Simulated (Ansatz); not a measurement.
# NaCl: a changed input and its effect

System: NaCl (Fm-3m, 2 atoms in the cell).
Method of run A: Kohn-Sham DFT of a periodic cell, PBE, Ansatz PAW, no spin polarisation (Ansatz 0.2.0).

The structure derives from a Materials Project entry. Text and figures count atoms from 1; the logs count them from 0 in places.

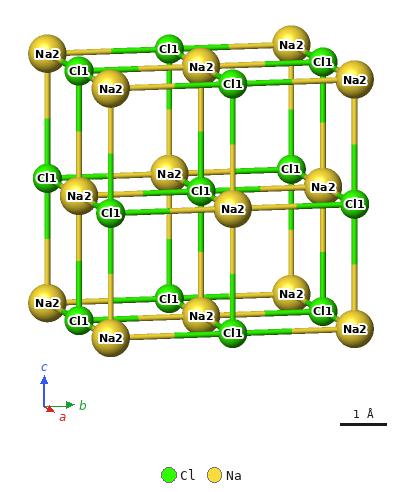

**Figure 1.** The structure as given in the input (ball-and-stick view of the cell 4 times as large as that of the calculation, set on its symmetry axes, seen slightly off an axis; atoms are numbered from 1 in the order of the input). Near neighbours in the crystal (not all of them lie inside the picture): Cl has 6 Na at 2.79 Å; Na has 6 Cl at 2.79 Å.

### Input, run A
```yaml
crystal:
  lattice:
    - [0.0, 2.7940632177, 2.7940632177]
    - [2.7940632177, 0.0, 2.7940632177]
    - [2.7940632177, 2.7940632177, 0.0]
  atoms:
    - { symbol: Cl, position: [0.5, 0.5, 0.5] }
    - { symbol: Na, position: [0.0, 0.0, 0.0] }
hamiltonian:
  xc: pbe
  pseudopotentials: { kind: paw }
kpoints:
  mp_grid: { grid: [8, 8, 8] }
scf:
  occupations: { method: fermi_dirac, width: 0.05 }
output:
  forces: true
  stress: true
relax:
  f_tol: 0.01
  max_steps: 40
  cell: { stress_tol: 0.05 }
```

Launched with:
```bash
ansatz run input.yaml --threads 2 --pin off --max-ram 5632MiB --backend cpu --events-out ev --progress --plain --runs-dir out
```

Hardware: 2 threads of Intel Xeon @ 2.50GHz (Skylake/Cascade Lake), 16 GiB of memory available, shared host.

### Output, shortened to warnings, some set-up lines, iterations and results (run A)
```
Basis set: ecut = 420 eV, 869 PW (Γ), exchange–correlation on 54×54×54 points (8 copies of the dense FFT grid, shifted against one another)
Symmetry: 48 space group operations
k-points: 29 of 512
Initial density: superposition of atomic densities (neutral atoms: chi_scale 0, normalization atom), corrected by the library's trained network
[...]
SCF iter   1: F=—  HF=-2569.543359 eV  |F-HF|=—  |Δ(HF+E_count)|=         —  Δρ=9.73e-4  dr2=5.67e-4  ethr=1.77e-3  ⟨swp⟩=5.8  Hψ=2057  notcnv=0
SCF iter   2: F=—  HF=-2569.543495 eV  |F-HF|=—  |Δ(HF+E_count)|=   1.36e-4  Δρ=1.09e-3  dr2=7.80e-4  ethr=3.55e-6  ⟨swp⟩=2.0  Hψ=785  notcnv=0
SCF iter   3: F=—  HF=-2569.543286 eV  |F-HF|=—  |Δ(HF+E_count)|=   2.09e-4  Δρ=5.45e-4  dr2=2.03e-4  ethr=3.55e-6  ⟨swp⟩=2.0  Hψ=406  notcnv=0
SCF iter   4: F=—  HF=-2569.543225 eV  |F-HF|=—  |Δ(HF+E_count)|=   6.16e-5  Δρ=2.09e-4  dr2=3.05e-5  ethr=1.27e-6  ⟨swp⟩=2.2  Hψ=416  notcnv=0
SCF iter   5: F=—  HF=-2569.543244 eV  |F-HF|=—  |Δ(HF+E_count)|=   1.96e-5  Δρ=4.83e-5  dr2=1.59e-6  ethr=1.91e-7  ⟨swp⟩=2.0  Hψ=445  notcnv=0
[... 22 lines ...]
SCF iter   6: F=—  HF=-2569.554997 eV  |F-HF|=—  |Δ(HF+E_count)|=   1.09e-6  Δρ=1.18e-6  dr2=3.91e-10  ethr=1.95e-11  ⟨swp⟩=2.0  Hψ=551  notcnv=0
SCF iter   7: F=—  HF=-2569.554997 eV  |F-HF|=—  |Δ(HF+E_count)|=   1.41e-8  Δρ=2.90e-7  dr2=6.36e-11  ethr=2.44e-12  ⟨swp⟩=2.0  Hψ=435  notcnv=0
SCF iter   8: F=-2569.554997 eV  HF=-2569.554997 eV  |F-HF|=0.00e0  |Δ(HF+E_count)|=  4.87e-11  Δρ=3.02e-8  dr2=6.93e-13  ethr=1.00e-12  ⟨swp⟩=5.4  Hψ=1286  notcnv=0
SCF 4 converged in 8 iterations: F = -2569.554997 eV  dr2 = 6.93e-13
relax step   4: F+E_penalty+E_count = -2569.55499654 eV  Δ(F+E_penalty+E_count) = -4.537e-5 eV  max|allowed force component| = 1.093e-30 eV/Å  Δτ_max = 0.0000 Å  P = +0.044 …
basis re-selected at this cell: Δ(F+E_penalty+E_count) = -4.537e-5 eV, ΔP = +0.000 GPa vs the last step (what re-selecting the basis moved, of the pressure what is left beyond the Pulay correction that the steps carried, after the strain that the cell walked since its last selection, with what the …
SCF converged after 8 iterations
Free energy (F): -2569.554997 eV
Harris-Foulkes:  -2569.554997 eV  (|F-HF|=0.00e0)
Internal energy: -2569.554997 eV  (E = F + TS)
E sigma→0 (E₀):  -2569.554997 eV
Fermi energy:    3.474336 eV
--- Per-component energies (eV) ---
  E_band       = -238.100441
  E_kinetic    = 282.816312
  E_local      = -1543.273442  (includes V_loc(G=0)·N_el)
  E_nonlocal   = 143.526534
  E_hartree    = 544.424258
  E_xc         = -146.974218
  E_vxc        = -173.224336  (∫ρ·V_xc dr)
  E_paw        = -922.537997  (= ΣΔE_a)
  E_vpaw       = -36.794096  (= ΣTr[D̂ρ^β])
  E_aug_tail   = 0.000058  (compensation charges beyond the density's cutoff)
  E_ewald      = -927.536502
  E_smearing   = -0.000000  (= −TS)
  E_closure    = -0.000000  (closes the sum)
  Σ components = -2569.554997   (vs F -2569.554997, Δ=0.00e0)
--- Forces (eV/Å), atoms counted from 1 ---
  atom   1  Cl     0.00000000     0.00000000     0.00000000
  atom   2  Na    -0.00000000    -0.00000000     0.00000000
  max |Σ_I F_I| component: 2.10e-30 eV/Å
--- Stress (GPa, compression-positive) ---
        0.043659       0.000000      -0.000000
        0.000000       0.043659      -0.000000
       -0.000000      -0.000000       0.043659
  P = ⅓ Tr σ = 0.0437 GPa (0.437 kbar)
--- Relaxed structure (3 steps of the walk, 3 accepted, 1 SCFs on fresh bases) ---
  F+E_penalty+E_count = -2569.55499654 eV   max|allowed force component| = 1.093e-30 eV/Å   (the final SCF, on the basis selected at the relaxed cell)
  cell:  # Å, volume = 46.1132 Å³
    - [1.2738430082238973e-34, 2.8461988137067884, 2.8461988137067884]
    - [2.8461988137067884, 6.878752244409047e-34, 2.8461988137067884]
    - [2.8461988137067884, 2.8461988137067884, 7.133520846053826e-34]
  atoms:
    - { symbol: Cl, position: [0.5, 0.5, 0.5] }
    - { symbol: Na, position: [1.7232340451223815e-35, -1.5796312080290953e-35, -1.5796312080292423e-35] }
```

The input of run B differs as follows (lines with − go, lines with + come):
```diff
-  xc: pbe
+  xc: hse06
-  mp_grid: { grid: [8, 8, 8] }
+  mp_grid: { grid: [4, 4, 4] }
+  write_density: true
+  write_potential: true
+  elf: true
+  volumetric_format: npy
```

What does this change do to the results?

The total energies belong to different methods, so their difference says nothing on which is more stable or more accurate. The volume per atom goes from 23.06 to 22.58 Å³. The functional changes from PBE to HSE06. The irreducible k-points go from 29 to 8.

### Output, shortened to warnings, some set-up lines, iterations and results (run B)
```
Basis set: ecut = 420 eV, 869 PW (Γ), exchange–correlation on 54×54×54 points (8 copies of the dense FFT grid, shifted against one another)
Symmetry: 48 space group operations
k-points: 8 of 64
Initial density: superposition of atomic densities (neutral atoms: chi_scale 0, normalization atom), corrected by the library's trained network
[...]
SCF iter   1: F=—  HF=-2569.539796 eV  |F-HF|=—  |Δ(HF+E_count)|=         —  Δρ=5.51e-4  dr2=1.64e-4  ethr=1.77e-3  ⟨swp⟩=2.0  Hψ=650  notcnv=0
SCF iter   2: F=-2569.539700 eV  HF=-2569.539705 eV  |F-HF|=4.84e-6  |Δ(HF+E_count)|=   9.11e-5  Δρ=7.95e-5  dr2=1.62e-6  ethr=1.03e-8  ⟨swp⟩=3.0  Hψ=383  notcnv=0
SCF 1 stopped early in 2 iterations: F = -2569.539700 eV  dr2 = 1.62e-6
SCF iter   1: F=—  HF=-2570.494141 eV  |F-HF|=—  |Δ(HF+E_count)|=         —  Δρ=4.96e-3  dr2=5.68e-3  ethr=1.01e-7  ⟨swp⟩=8.2  Hψ=509  notcnv=0
SCF iter   2: F=—  HF=-2570.491176 eV  |F-HF|=—  |Δ(HF+E_count)|=   2.96e-3  Δρ=1.38e-3  dr2=6.47e-4  ethr=1.01e-7  ⟨swp⟩=4.0  Hψ=263  notcnv=0
[... 61 lines ...]
SCF 12 converged in 5 iterations: F = -2570.497219 eV  dr2 = 3.93e-12
SCF iter   1: F=—  HF=-2570.497219 eV  |F-HF|=—  |Δ(HF+E_count)|=         —  Δρ=9.81e-8  dr2=3.84e-12  ethr=1.25e-12  ⟨swp⟩=9.5  Hψ=384  notcnv=0
SCF iter   2: F=-2570.497219 eV  HF=-2570.497219 eV  |F-HF|=4.55e-13  |Δ(HF+E_count)|=  2.73e-12  Δρ=4.70e-8  dr2=9.92e-13  ethr=1.00e-12  ⟨swp⟩=2.0  Hψ=160  notcnv=0
SCF 13 converged in 2 iterations: F = -2570.497219 eV  dr2 = 9.92e-13
relax step   4: F+E_penalty+E_count = -2570.49721925 eV  Δ(F+E_penalty+E_count) = -1.545e-5 eV  max|allowed force component| = 4.996e-30 eV/Å  Δτ_max = 0.0000 Å  P = +0.017 …
basis re-selected at this cell: Δ(F+E_penalty+E_count) = -1.545e-5 eV, ΔP = -0.001 GPa vs the last step (what re-selecting the basis moved, of the pressure what is left beyond the Pulay correction that the steps carried, after the strain that the cell walked since its last selection, with what the …
hybrid SCF converged: 3 outer / 13 inner (+0 warm-up), last move |dexx| = 1.14e-13 eV, tail = 6.07e-12 eV
Stability not checked: this state was not tested for a lower state beside it, because the functional holds exact exchange (a hybrid, or Hartree-Fock), whose exchange loop this test does not read (fock_operator; see scf.lower_state_search)
Free energy (F): -2570.497219 eV
Frozen-core exchange: fock
Harris-Foulkes:  -2570.497219 eV  (|F-HF|=4.55e-13)
Internal energy: -2570.497219 eV  (E = F + TS)
E sigma→0 (E₀):  -2570.497219 eV
Fermi energy:    3.323203 eV
--- Per-component energies (eV) ---
  E_band       = -273.453701
  E_kinetic    = 283.326234
  E_local      = -1534.954567  (includes V_loc(G=0)·N_el)
  E_nonlocal   = 143.605098
  E_hartree    = 542.169270
  E_xc         = -118.206484
  E_vxc        = -138.276244  (∫ρ·V_xc dr)
  E_exx        = -58.419978  (= α·E_x^exact, valence–valence)
  E_paw        = -893.876955  (= ΣΔE_a)
  E_vpaw       = 5.347109  (= ΣTr[D̂ρ^β])
  E_aug_tail   = 0.000073  (compensation charges beyond the density's cutoff)
  E_ewald      = -933.994848
  E_core_change = -0.145062  (= ΣΔE_core)
  E_smearing   = -0.000000  (= −TS)
  E_closure    = 0.000000  (closes the sum)
  Σ components = -2570.497219   (vs F -2570.497219, Δ=4.55e-13)
--- Forces (eV/Å), atoms counted from 1 ---
  atom   1  Cl     0.00000000    -0.00000000    -0.00000000
  atom   2  Na     0.00000000    -0.00000000     0.00000000
  max |Σ_I F_I| component: 1.53e-29 eV/Å
--- Stress (GPa, compression-positive) ---
        0.016771       0.000000      -0.000000
        0.000000       0.016771       0.000000
       -0.000000      -0.000000       0.016771
  P = ⅓ Tr σ = 0.0168 GPa (0.168 kbar)
  guard bands above this table: 2 of the run's 12 bands. The solve was not asked for them (output.publish_guard_bands: true or output.eigenvalues: true publishes all)
--- Relaxed structure (3 steps of the walk, 3 accepted, 1 SCFs on fresh bases) ---
[...]
```

### The two runs side by side

| quantity | run A | run B |
| --- | --- | --- |
| outcome | converged | converged |
| free energy per atom (eV) | −1284.7775 | −1285.2486 |
| pressure (GPa) | 0.04 | 0.02 |
| volume per atom (Å³) | 23.06 | 22.58 |
| largest force (eV/Å) | 0.000 | 0.000 |
| SCF iterations | 24 | – |
| irreducible k-points | 29 | 8 |
| gap on the mesh (eV) | – | 6.45 |
